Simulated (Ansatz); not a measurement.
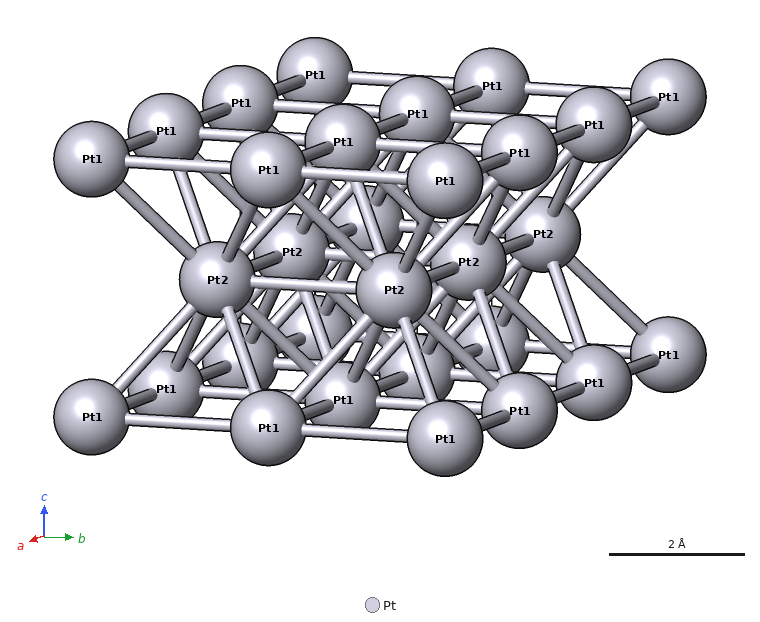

Figure 1. The input geometry (ball-and-stick view of the reduced cell, repeated 3 × 2 × 1, seen slightly off an axis; atoms are numbered from 1 in the order of the input).

## Geometry relaxation, with input and output: Pt

System: Pt (I4/mmm, 2 atoms in the cell).
Method: DFT PBE, scalar-relativistic, plane waves, PAW, no spin polarisation (Ansatz 0.2.0).

The structure derives from a Materials Project entry. It belongs to a series of runs on one base structure; here: film's bulk on the substrate's plane, third vector and atoms relaxed. Figures and captions count atoms from 1; the log counts them from 0 in places.

What the program printed
```
Warning: crystal.symmetry: narrowed to the stabiliser of the k-point mesh — unitary ops 16 → 8; excluded 8 operations that carry a point of the 9×9×17 mesh (shift [0, 0, 0]) off the mesh (the run samples exactly the mesh kpoints.mp_grid names, as under crystal.symmetry.detect: false, and its converged state has the mesh's symmetry, not the crystal's; ε∞, the Born charges and the force constants of a linear response (`dielectric:` by the response, `phonons.method: dfpt`) are averaged over those of the crystal's operations that the state keeps within a tolerance, where `mesh_tensors`, `unaveraged_element` or `gamma_mean_max_change_ev_ang2` stands beside them; a row that `dielectric.field_direction` solves alone is averaged likewise, with nothing beside; a Γ-centred mesh of equal divisions is mapped onto itself by every operation and keeps the whole group, as does a half-shifted one under kpoints.further_shifts: images)
Engine: ansatz 0.2.0, x86_64-unknown-linux-gnu
Pseudopotentials: kind: paw
Pseudopotential: Pt, paw, valence charge 18, recommended cutoff 420 eV (normal), Pt.paw.azcp
Functional definition: PBE
  parameter kappa = 0.804
  parameter beta = 0.06672455060314922
  exchange = pbe_x(kappa = kappa, mu = beta*pi^2/3)
  correlation = pbe_c(beta = beta)
Crystal: 2 atoms, lattice volume = 30.801 Å³
Basis set: ecut = 420 eV, 621 PW (Γ), exchange–correlation on 54×54×40 points (8 copies of the dense FFT grid, shifted against one another)
Bands: 22, of which v1, the nominal top of the filled ones, is band 18 counted from 1 (17 counted from 0)
Symmetry: 8 space group operations
k-points: 385 of 1377
Non-local potential: Pt, projectors of the file, l = 0: 3, l = 1: 2, l = 2: 2, l = 3: 1
PAW form: soft (Blöchl's): semilocal exchange-correlation on the pseudo side does not see the compensation charge
PAW one-centre angular grid: Pt, 590 points (default); XC on 64 Gauss nodes
Initial density: superposition of atomic densities (neutral atoms: chi_scale 0, normalization atom), corrected by the library's trained network
Initial wavefunctions: pseudopotential atomic-orbital guess
Functional: x = pbe(κ = 0.804, μ = 0.2195149727645171), c = pbe(β = 0.06672455060314922)
SCF iter   1: F=—  HF=-25046.017221 eV  |F-HF|=—  |Δ(HF+E_count)|=         —  Δρ=3.46e-3  dr2=7.04e-4  ethr=1.77e-3  ⟨swp⟩=4.9  Hψ=32519  notcnv=0
preconditioner: auto → Kerker (q_TF=auto, 2.800 Å⁻¹)  [metal: Δε(μ)=0.001 eV  Ē_g=9.162 eV  σ=0.100 eV  W_gap=0.00  n_scr=14 (ndim 8)  ℏωp=29.9 eV  f_vac=0.000  D(μ)=3.73/eV (n_scr^D=48)]
SCF iter   2: F=—  HF=-25046.019548 eV  |F-HF|=—  |Δ(HF+E_count)|=   2.33e-3  Δρ=1.86e-3  dr2=2.03e-4  ethr=1.96e-6  ⟨swp⟩=2.6  Hψ=18202  notcnv=0
SCF iter   3: F=—  HF=-25046.019884 eV  |F-HF|=—  |Δ(HF+E_count)|=   3.37e-4  Δρ=1.69e-4  dr2=2.12e-6  ethr=5.64e-7  ⟨swp⟩=2.0  Hψ=12331  notcnv=0
SCF iter   4: F=—  HF=-25046.019883 eV  |F-HF|=—  |Δ(HF+E_count)|=   1.54e-6  Δρ=4.21e-5  dr2=1.85e-7  ethr=5.88e-9  ⟨swp⟩=2.5  Hψ=14233  notcnv=0
iter 5 did not close the SCF: its close was put off for the readings that it lacked (scf_convergence_deferred on its scf_iter line)
SCF iter   5: F=-25046.019883 eV  HF=-25046.019883 eV  |F-HF|=1.72e-9  |Δ(HF+E_count)|=   2.49e-7  Δρ=6.91e-6  dr2=1.04e-8  ethr=5.15e-10  ⟨swp⟩=2.0  Hψ=11859  notcnv=0
SCF iter   6: F=-25046.019883 eV  HF=-25046.019883 eV  |F-HF|=1.24e-10  |Δ(HF+E_count)|=   2.76e-9  Δρ=2.22e-6  dr2=1.24e-9  ethr=2.88e-11  ⟨swp⟩=2.0  Hψ=25813  notcnv=0
SCF 1 converged in 6 iterations: F = -25046.019883 eV  dr2 = 1.24e-9
  greatest PAW one-centre occupation: 1.000 electrons in one spin orbital (limit 2), on the Pt atom at site 1 (counted from 0), in its partial waves of l = 0
relax step   1: F+E_penalty+E_count = -25046.01988296 eV  Δ(F+E_penalty+E_count) = +0.000e0 eV  max|allowed force component| = 3.944e-31 eV/Å  Δτ_max = 0.0000 Å  P = +4.274 GPa  Ω = 30.801 Å³  fix = [a, b, gamma]  reactions: a +6.155, b +5.956 GPa  (6 SCF iters, dr2 threshold 1.00e-7 eV, accepted)
Crystal: 2 atoms, lattice volume = 30.934 Å³
Initial density: handed on by an earlier stage of this run
Initial wavefunctions: those handed on with the density
iter 1 solved again at ethr=2.99e-7 eV; its pass at ethr=3.10e-3 eV (dr2=1.08e-4 eV) is discarded
SCF iter   1: F=—  HF=-25046.019842 eV  |F-HF|=—  |Δ(HF+E_count)|=         —  Δρ=7.23e-4  dr2=5.08e-5  ethr=2.99e-7  ⟨swp⟩=2.5  Hψ=42610  notcnv=0
preconditioner: auto → Kerker (q_TF=auto, 2.798 Å⁻¹)  [metal: Δε(μ)=0.002 eV  Ē_g=9.134 eV  σ=0.100 eV  W_gap=0.01  n_scr=14 (ndim 8)  ℏωp=29.9 eV  f_vac=0.000  D(μ)=3.78/eV (n_scr^D=48)]
SCF iter   2: F=—  HF=-25046.019834 eV  |F-HF|=—  |Δ(HF+E_count)|=   7.76e-6  Δρ=3.88e-4  dr2=1.49e-5  ethr=1.41e-7  ⟨swp⟩=1.0  Hψ=8470  notcnv=0
SCF iter   3: F=—  HF=-25046.019832 eV  |F-HF|=—  |Δ(HF+E_count)|=   2.56e-6  Δρ=3.62e-5  dr2=3.09e-7  ethr=4.13e-8  ⟨swp⟩=1.9  Hψ=11841  notcnv=0
iter 4 did not close the SCF: its close was put off for the readings that it lacked (scf_convergence_deferred on its scf_iter line)
SCF iter   4: F=-25046.019832 eV  HF=-25046.019832 eV  |F-HF|=1.14e-9  |Δ(HF+E_count)|=   2.74e-8  Δρ=1.18e-5  dr2=2.13e-8  ethr=8.58e-10  ⟨swp⟩=2.2  Hψ=11473  notcnv=0
iter 5 did not close the SCF: its close was put off for the readings that it lacked (scf_convergence_deferred on its scf_iter line)
SCF iter   5: F=-25046.019832 eV  HF=-25046.019832 eV  |F-HF|=2.36e-10  |Δ(HF+E_count)|=   3.89e-9  Δρ=1.99e-6  dr2=7.66e-10  ethr=5.93e-11  ⟨swp⟩=2.0  Hψ=11640  notcnv=0
SCF iter   6: F=-25046.019832 eV  HF=-25046.019832 eV  |F-HF|=1.46e-11  |Δ(HF+E_count)|=  2.66e-10  Δρ=4.26e-7  dr2=4.44e-11  ethr=2.13e-12  ⟨swp⟩=1.0  Hψ=23425  notcnv=0
SCF 2 converged in 6 iterations: F = -25046.019832 eV  dr2 = 4.44e-11
relax step   2: F+E_penalty+E_count = -25046.01983174 eV  Δ(F+E_penalty+E_count) = +5.122e-5 eV  max|allowed force component| = 9.861e-30 eV/Å  Δτ_max = 0.0000 Å  P = +3.183 GPa  Ω = 30.934 Å³  energy of the carried Pulay correction = -6.052e-5 eV  fix = [a, b, gamma]  reactions: a +5.200, b +5.033 GPa  (6 SCF iters, dr2 threshold 2.00e-7 eV, accepted)
Crystal: 2 atoms, lattice volume = 30.869 Å³
iter 1 solved again at ethr=7.74e-8 eV; its pass at ethr=3.10e-3 eV (dr2=2.79e-5 eV) is discarded
SCF iter   1: F=—  HF=-25046.020004 eV  |F-HF|=—  |Δ(HF+E_count)|=         —  Δρ=3.51e-4  dr2=1.20e-5  ethr=7.74e-8  ⟨swp⟩=2.5  Hψ=41175  notcnv=0
preconditioner: auto → Kerker (q_TF=auto, 2.799 Å⁻¹)  [metal: Δε(μ)=0.001 eV  Ē_g=9.144 eV  σ=0.100 eV  W_gap=0.01  n_scr=14 (ndim 8)  ℏωp=29.9 eV  f_vac=0.000  D(μ)=3.76/eV (n_scr^D=48)]
SCF iter   2: F=—  HF=-25046.020002 eV  |F-HF|=—  |Δ(HF+E_count)|=   1.86e-6  Δρ=1.89e-4  dr2=3.51e-6  ethr=3.34e-8  ⟨swp⟩=1.0  Hψ=8470  notcnv=0
iter 3 did not close the SCF: its close was put off for the readings that it lacked (scf_convergence_deferred on its scf_iter line)
SCF iter   3: F=-25046.020002 eV  HF=-25046.020002 eV  |F-HF|=2.63e-8  |Δ(HF+E_count)|=   6.17e-7  Δρ=1.79e-5  dr2=7.88e-8  ethr=9.74e-9  ⟨swp⟩=1.9  Hψ=11804  notcnv=0
iter 4 did not close the SCF: its close was put off for the readings that it lacked (scf_convergence_deferred on its scf_iter line)
SCF iter   4: F=-25046.020002 eV  HF=-25046.020002 eV  |F-HF|=8.73e-11  |Δ(HF+E_count)|=   8.62e-9  Δρ=6.22e-6  dr2=6.08e-9  ethr=2.19e-10  ⟨swp⟩=2.2  Hψ=11405  notcnv=0
iter 5 did not close the SCF: its close was put off for the readings that it lacked (scf_convergence_deferred on its scf_iter line)
SCF iter   5: F=-25046.020002 eV  HF=-25046.020002 eV  |F-HF|=5.82e-11  |Δ(HF+E_count)|=  8.33e-10  Δρ=1.00e-6  dr2=1.94e-10  ethr=1.69e-11  ⟨swp⟩=2.0  Hψ=11806  notcnv=0
SCF iter   6: F=-25046.020002 eV  HF=-25046.020002 eV  |F-HF|=1.46e-11  |Δ(HF+E_count)|=  7.28e-11  Δρ=2.09e-7  dr2=1.08e-11  ethr=1.00e-12  ⟨swp⟩=1.0  Hψ=19037  notcnv=0
SCF 3 converged in 6 iterations: F = -25046.020002 eV  dr2 = 1.08e-11
relax step   3: F+E_penalty+E_count = -25046.02000165 eV  Δ(F+E_penalty+E_count) = -1.699e-4 eV  max|allowed force component| = 2.524e-29 eV/Å  Δτ_max = 0.0000 Å  P = +3.712 GPa  Ω = 30.869 Å³  energy of the carried Pulay correction = -3.096e-5 eV  fix = [a, b, gamma]  reactions: a +5.664, b +5.481 GPa  (6 SCF iters, dr2 threshold 2.00e-7 eV, accepted)
Initial wavefunctions: pseudopotential atomic-orbital guess (no wavefunctions were taken with the density)
iter 1 solved again at ethr=5.35e-9 eV; its pass at ethr=3.10e-3 eV (dr2=1.92e-6 eV) is discarded
SCF iter   1: F=—  HF=-25046.020031 eV  |F-HF|=—  |Δ(HF+E_count)|=         —  Δρ=7.31e-6  dr2=2.80e-9  ethr=5.35e-9  ⟨swp⟩=3.7  Hψ=59647  notcnv=0
SCF iter   2: F=—  HF=-25046.020031 eV  |F-HF|=—  |Δ(HF+E_count)|=   7.64e-8  Δρ=3.74e-6  dr2=6.90e-10  ethr=7.77e-12  ⟨swp⟩=2.1  Hψ=14245  notcnv=0
iter 3 did not close the SCF: its close was put off for the readings that it lacked (scf_convergence_deferred on its scf_iter line)
SCF iter   3: F=-25046.020031 eV  HF=-25046.020031 eV  |F-HF|=3.64e-12  |Δ(HF+E_count)|=  3.35e-10  Δρ=2.80e-7  dr2=7.66e-12  ethr=1.92e-12  ⟨swp⟩=2.1  Hψ=15240  notcnv=0
iter 4 did not close the SCF: its close was put off for the readings that it lacked (scf_convergence_deferred on its scf_iter line)
SCF iter   4: F=-25046.020031 eV  HF=-25046.020031 eV  |F-HF|=7.28e-12  |Δ(HF+E_count)|=  7.28e-12  Δρ=4.31e-8  dr2=4.19e-13  ethr=1.00e-12  ⟨swp⟩=1.0  Hψ=8470  notcnv=0
iter 5 did not close the SCF: its close was put off for the readings that it lacked (scf_convergence_deferred on its scf_iter line)
SCF iter   5: F=-25046.020031 eV  HF=-25046.020031 eV  |F-HF|=1.09e-11  |Δ(HF+E_count)|=  3.64e-12  Δρ=1.64e-8  dr2=8.10e-14  ethr=1.00e-12  ⟨swp⟩=1.0  Hψ=8470  notcnv=0
iter 6 did not close the SCF: its close was put off for the readings that it lacked (scf_convergence_deferred on its scf_iter line)
SCF iter   6: F=-25046.020031 eV  HF=-25046.020031 eV  |F-HF|=1.09e-11  |Δ(HF+E_count)|=  1.46e-11  Δρ=3.44e-9  dr2=2.57e-15  ethr=1.00e-12  ⟨swp⟩=1.0  Hψ=8470  notcnv=0
SCF iter   7: F=-25046.020031 eV  HF=-25046.020031 eV  |F-HF|=3.64e-12  |Δ(HF+E_count)|=    0.00e0  Δρ=8.53e-10  dr2=1.39e-16  ethr=1.00e-12  ⟨swp⟩=1.0  Hψ=18480  notcnv=0
SCF 4 converged in 7 iterations: F = -25046.020031 eV  dr2 = 1.39e-16
relax step   4: F+E_penalty+E_count = -25046.02003144 eV  Δ(F+E_penalty+E_count) = -2.978e-5 eV  max|allowed force component| = 1.893e-29 eV/Å  Δτ_max = 0.0000 Å  P = +3.711 GPa  Ω = 30.869 Å³  fix = [a, b, gamma]  reactions: a +5.663, b +5.480 GPa  stress off target by 2.09e-2 GPa on what of the cell is left free  SCF on the basis re-selected at this cell (its energy is not comparable with the rows above)  (7 SCF iters)
```

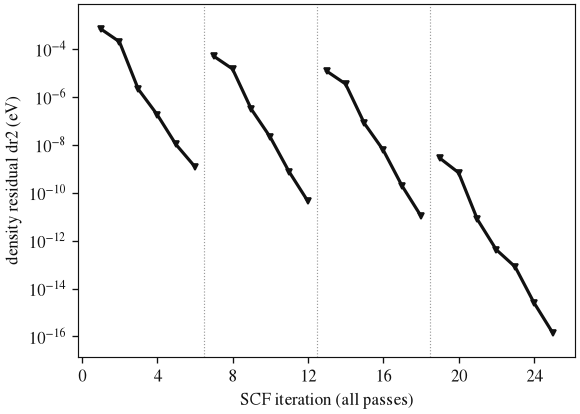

Figure 2. Convergence of the self-consistent field: density residual dr2 against the SCF iteration. The dotted lines part the SCF passes of the relaxation: geometry steps, rejected trials and re-solves on a re-selected basis. The passes take 6, 6, 6 and 7 iterations.

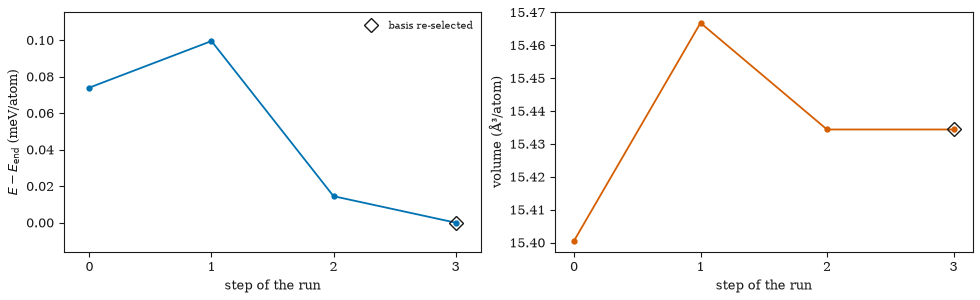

Figure 3. Progress of the relaxation, step by step (the first geometry is step 0 here and step 1 in the log). After 2 geometry steps the energy has fallen by 0.1 meV per atom. All forces vanish by symmetry, so only the cell relaxes. The pressure goes from 4.27 to 3.71 GPa. No atom moves by more than 0.005 Å relative to the cell. Cell: a 2.814 → 2.817 Å (+0.1 %), b 2.814 → 2.818 Å (+0.1 %), c stays at 3.893 Å, γ 92.5° → 92.6°. Volume +0.2 %. The space group stays I4/mmm (No. 139). A last SCF at the same geometry on a re-selected plane-wave basis shifts the energy by next to nothing (0.0 meV per atom). (Atoms are counted from 1 in the order of the input.)

```
basis re-selected at this cell: Δ(F+E_penalty+E_count) = -2.978e-5 eV, ΔP = -0.001 GPa vs the last step (what re-selecting the basis moved, of the pressure what is left beyond the Pulay correction that the steps carried, after the strain that the cell walked since its last selection, with what the two solves' SCF thresholds leave and, on support functions, any second-order correction that the steps lacked; it is no measure of the basis error at this ecutwfc). This SCF's stress stands 2.09e-2 GPa from its target on what of the cell is left free (relax.cell.stress_tol is 1.00e-1 GPa) and its largest allowed force component is 1.89e-29 eV/Å (relax.f_tol is 1.00e-2 eV/Å): within both
SCF converged after 7 iterations
Free energy (F): -25046.020031 eV
Harris-Foulkes:  -25046.020031 eV  (|F-HF|=3.64e-12)
Internal energy: -25046.001215 eV  (E = F + TS)
E sigma→0 (E₀):  -25046.010623 eV
Entropy (-TS):   -0.018817 eV (-9.408 meV/atom)
Fermi energy:    22.682558 eV
--- Per-component energies (eV) ---
  E_band       = -278.191219
  E_kinetic    = 1275.115974
  E_local      = -2984.094701  (includes V_loc(G=0)·N_el)
  E_nonlocal   = 399.633740
  E_hartree    = 1106.828123
  E_xc         = -523.622505
  E_vxc        = -605.775092  (∫ρ·V_xc dr)
  E_paw        = -18907.891817  (= ΣΔE_a)
  E_vpaw       = -576.727794  (= ΣTr[D̂ρ^β])
  E_aug_tail   = 0.000409  (compensation charges beyond the density's cutoff)
  E_ewald      = -5411.970438
  E_smearing   = -0.018817  (= −TS)
  E_closure    = 0.000000  (closes the sum)
  Σ components = -25046.020031   (vs F -25046.020031, Δ=0.00e0)
--- Forces (eV/Å), atoms counted from 1 ---
  atom   1  Pt     0.00000000     0.00000000     0.00000000
  atom   2  Pt     0.00000000     0.00000000     0.00000000
  max |Σ_I F_I| component: 6.31e-29 eV/Å
--- Stress (GPa, compression-positive) ---
        5.663105       0.000000       0.016530
        0.000000       5.479800      -0.000000
        0.016530      -0.000000      -0.009290
  P = ⅓ Tr σ = 3.7112 GPa (37.112 kbar)
--- Band table (eV; the first three rows and the last of 385) ---
  k-point 0: bands = ["-75.7249", "-75.6827", "-30.1509", "-29.9307", "-29.8943", "-29.7453", "-29.7301", "-29.7256", "12.7180", "15.8723", "16.3119", "18.6928", "19.2177", "19.2218", "20.7853", "21.4172", "22.6539", "22.9378", "23.4084", "24.8016", "31.7359", "33.6206"]
  k-point 1: bands = ["-75.7237", "-75.6827", "-30.1437", "-29.9381", "-29.8946", "-29.7593", "-29.7349", "-29.7304", "12.8896", "15.9929", "16.4264", "18.5914", "19.3097", "19.3137", "20.6581", "21.4576", "22.0907", "22.4397", "23.4086", "25.7387", "31.3439", "33.7319"]
  k-point 2: bands = ["-75.7204", "-75.6827", "-30.1231", "-29.9592", "-29.8952", "-29.7990", "-29.7486", "-29.7441", "13.3896", "16.3275", "16.7674", "18.3116", "19.5821", "19.5861", "20.3156", "20.8110", "21.5749", "21.8704", "23.4093", "27.2778", "30.7447", "33.2098"]
  k-point 384: bands = ["-75.6970", "-75.6947", "-30.1473", "-30.1331", "-29.8406", "-29.8242", "-29.7833", "-29.7705", "15.6927", "15.8958", "18.6432", "18.7681", "19.3766", "19.3946", "20.5316", "20.5679", "22.1570", "22.4919", "23.1619", "24.1465", "29.0737", "30.2168"]
--- Relaxed structure (3 steps of the walk, 3 accepted, 1 SCFs on fresh bases) ---
  F+E_penalty+E_count = -25046.02003144 eV   max|allowed force component| = 1.893e-29 eV/Å   (the final SCF, on the basis selected at the relaxed cell)
  cell:  # Å, volume = 30.8688 Å³
    - [3.892705476397094, 1.0630882456210972e-26, 0.0006441933123852832]
    - [1.0630882310642018e-26, 3.8927055297, 3.518551040729534e-30]
    - [-1.9460163602588114, -5.314522588850871e-27, 2.0367953009118938]
  atoms:
    - { symbol: Pt, position: [0.0, 0.0, 0.0] }
    - { symbol: Pt, position: [0.49999999999999994, 0.4999999999999999, 0.0] }
```

Trajectory as extended XYZ (Å, eV, eV/Å), 4 frames, from step=1 to step=4
```
2
Lattice="3.8927 0.0000 0.0000 0.0000 3.8927 0.0000 -1.9464 0.0000 2.0327" Properties=species:S:1:pos:R:3:forces:R:3 step=1 energy=-25046.01988 pressure_GPa=4.27
Pt    0.0000    0.0000    0.0000    0.0000   0.0000   0.0000
Pt    1.9464    1.9464    0.0000    0.0000   0.0000   0.0000
2
Lattice="3.8927 0.0000 0.0007 0.0000 3.8927 0.0000 -1.9460 0.0000 2.0410" Properties=species:S:1:pos:R:3:forces:R:3 step=2 energy=-25046.01983 pressure_GPa=3.18
Pt    0.0000    0.0000    0.0000    0.0000   0.0000   0.0000
Pt    1.9464    1.9464    0.0003    0.0000   0.0000   0.0000
2
Lattice="3.8927 0.0000 0.0006 0.0000 3.8927 0.0000 -1.9460 0.0000 2.0368" Properties=species:S:1:pos:R:3:forces:R:3 step=3 energy=-25046.02000 pressure_GPa=3.71
Pt    0.0000    0.0000    0.0000    0.0000   0.0000   0.0000
Pt    1.9464    1.9464    0.0003    0.0000   0.0000   0.0000
2
Lattice="3.8927 0.0000 0.0006 0.0000 3.8927 0.0000 -1.9460 0.0000 2.0368" Properties=species:S:1:pos:R:3:forces:R:3 step=4 energy=-25046.02003 pressure_GPa=3.71
Pt    0.0000    0.0000    0.0000    0.0000   0.0000   0.0000
Pt    1.9464    1.9464    0.0003    0.0000   0.0000   0.0000
```

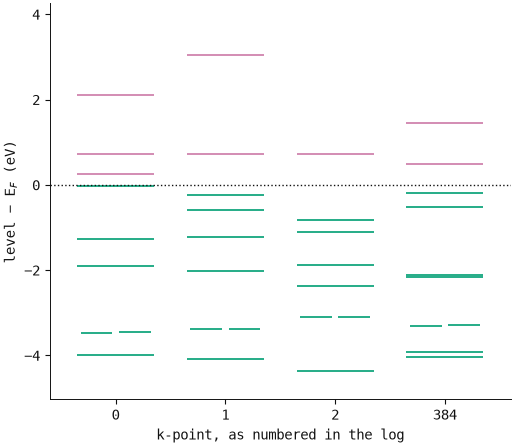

Figure 4. Kohn–Sham levels near the Fermi level (dotted) at the few k-points that the log prints; levels within 0.02 eV of each other stand side by side. The system is metallic on the full mesh.

The run was set up as follows.

Input file
```yaml
crystal:
  lattice:
    - [3.8927055297, 0.0, 0.0]
    - [0.0, 3.8927055297, 0.0]
    - [-1.9463527648, 0.0, 2.0326508302]
  atoms:
    - { symbol: Pt, position: [0.0, 0.0, 0.0] }
    - { symbol: Pt, position: [0.5, 0.5, 0.0] }
basis:
  ecutwfc: 420
kpoints:
  mp_grid: { grid: [9, 9, 17] }
hamiltonian:
  xc: pbe
scf:
  occupations: { method: gaussian, width: 0.1 }
output:
  forces: true
  stress: true
  eigenvalues: true
relax:
  adjacent_minimum: "off"
  f_tol: 0.01
  max_steps: 50
  cell: { fix: [a, b, gamma], stress_tol: 0.1 }
```

Launch command:
```bash
ansatz run input.yaml --threads 4 --pin off --max-ram 8192MiB --backend cpu --events-out ev --progress --plain --runs-dir out
```

Summary

```json
{"quantity": "outcome", "value": "converged"}
{"quantity": "space group (tolerance 0.01 Å)", "value": "I4/mmm (139)"}
{"quantity": "electrons treated", "value": "36"}
{"quantity": "free energy", "value": "−25046.0200 eV"}
{"quantity": "Fermi energy", "value": "22.683 eV"}
{"quantity": "gap on the k-point mesh", "value": "none (metallic)"}
{"quantity": "pressure", "value": "3.71 GPa"}
{"quantity": "final volume", "value": "30.87 Å³"}
{"quantity": "largest force (length of the vector) at the end", "value": "under 0.001 eV/Å"}
{"quantity": "final cell", "value": "a = 3.893 Å, b = 3.893 Å, c = 2.817 Å, α = 90.00°, β = 133.68°, γ = 90.00°"}
{"quantity": "hardware", "value": "4 threads of Intel Xeon @ 2.50GHz (Skylake/Cascade Lake), 192 GiB of memory available, shared host"}
{"quantity": "wall time", "value": "16 s (CPU time 58 s)"}
{"quantity": "peak memory", "value": "0.58 GiB"}
```

Remarks

The program warns: the k-point mesh lowers the symmetry that the run can use. Spin–orbit coupling is left out, which matters for Pt.
